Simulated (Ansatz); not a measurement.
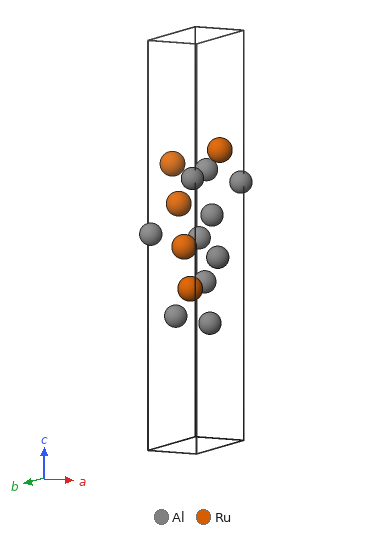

View from a general direction, drawn as a spheres-only model. Atoms at the boundary of the simulation cell (the box) are drawn once for each face, edge or corner they touch. Cell: a = 3.121 Å, b = 4.755 Å, c = 25.710 Å, α = 90.00°, β = 90.00°, γ = 109.16°.

Caption:

- The formula is Al2Ru.
- Cell content: 8 Al, 4 Ru, that is 4 formula units.

The structure was taken from a structure listed in the Materials Project, from which a slab was cut. The atoms were relaxed in a fixed cell with DFT PBEsol, scalar-relativistic, plane waves, PAW (Ansatz).
